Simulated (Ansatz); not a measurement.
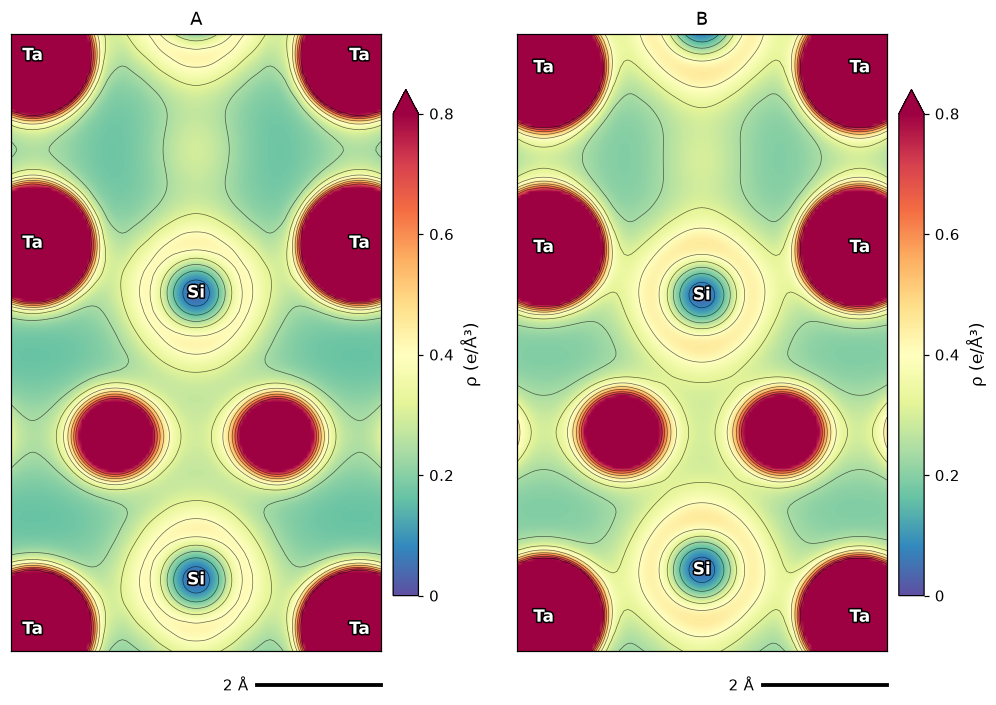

Ta2Si. The valence pseudo-density of two cells that differ in size and shape, on the (110) plane of each (indices in the axes of the calculation cell), at one length scale and on one colour scale; one has 16.5 and the other 18.0 Å³ an atom.

All numbers below come from Ansatz 0.2.0, DFT r2SCAN, scalar-relativistic, plane waves, PAW.

The larger cell:

```yaml
crystal:
  lattice:
    - [-3.26916, 3.26916, 2.52470]
    - [3.26916, -3.26916, 2.52470]
    - [3.26916, 3.26916, -2.52470]
  atoms:
    - { symbol: Ta, position: [0.66358, 0.83642, 0.50000] }
    - { symbol: Ta, position: [0.83642, 0.33642, 0.17283] }
    - { symbol: Ta, position: [0.33642, 0.16358, 0.50000] }
    - { symbol: Ta, position: [0.16358, 0.66358, 0.82717] }
    - { symbol: Si, position: [0.25000, 0.25000, 0.00000] }
    - { symbol: Si, position: [0.75000, 0.75000, 0.00000] }
```

The smaller cell: a = 5.096 Å, b = 5.096 Å, c = 5.096 Å, α = 104.21°, β = 104.21°, γ = 120.61°.

Question: Which panel shows the smaller cell, and what does the compression change?

Answer: Panel B is the smaller cell, by 8 % in volume. From the larger cell to the smaller, Ta–Si goes from 2.75 to 2.66 Å, and the density at its midpoint from 0.3 to 0.34 e/Å³; the pressure goes from −21 to −6 GPa.
